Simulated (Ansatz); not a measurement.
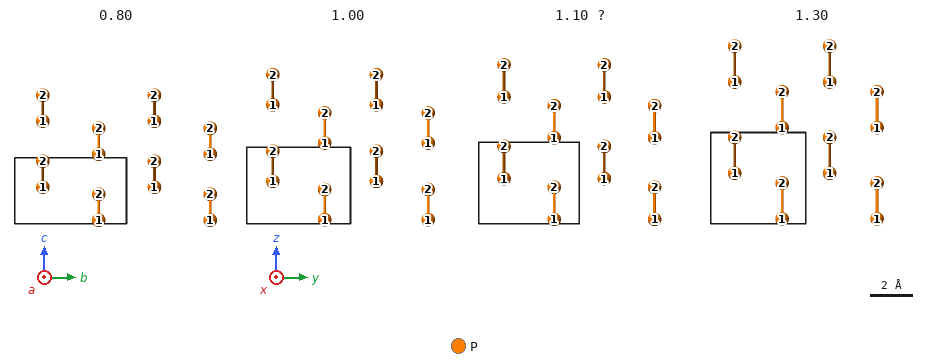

Crystalline P (Imma): the ratio of the cell's length along z to its lengths across, counted as 1 for the reference, is changed at fixed volume (a c/a path), with the atoms kept at their fractional coordinates. x, y and z are the Cartesian axes of the input. The picture is a ball-and-stick view of the conventional cell (2 times the calculation's cell), repeated 2 × 2 × 2 with one cell outlined, seen along the a axis. Lengths and directions refer to the drawn axes.

Computed with DFT PBEsol+D3(BJ), scalar-relativistic, plane waves, PAW (Ansatz 0.2.0). Set-up: plane-wave cutoff 420 eV; k-point mesh 20 × 20 × 20; occupations gaussian; smearing width 0.15 eV; no spin polarisation. Energies (free energies at the smearing named) are counted from the cell as listed in its source, which wasn't relaxed.

```
axial ratio over its reference value  ΔE (meV/atom)
                                0.80          237.4
                                0.85          133.6
                                0.92           36.2
                                0.96            8.7
                                1.00            0.0
                                1.05            9.7
                                1.10              ?
                                1.20          110.2
                                1.30          211.5
```

Question: One row is withheld. What is its energy?

Answer: A straight line between the two neighbours gives 43.2 meV/atom. A cubic through the four nearest rows (1.00, 1.05, 1.20, 1.30) gives, with Lagrange weights, (−0.3333)(0.0) + (1.0667)(9.7) + (0.3333)(110.2) + (−0.0667)(211.5) = 33.0 meV/atom. The calculation gives 34.3 meV/atom, so the cubic is 1.3 meV/atom too low and the straight line 8.9 meV/atom too high, as the curve bends upwards here.

The whole profile:

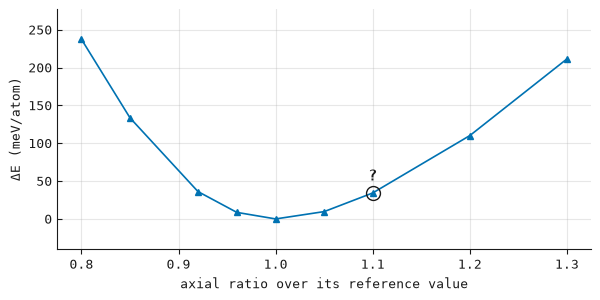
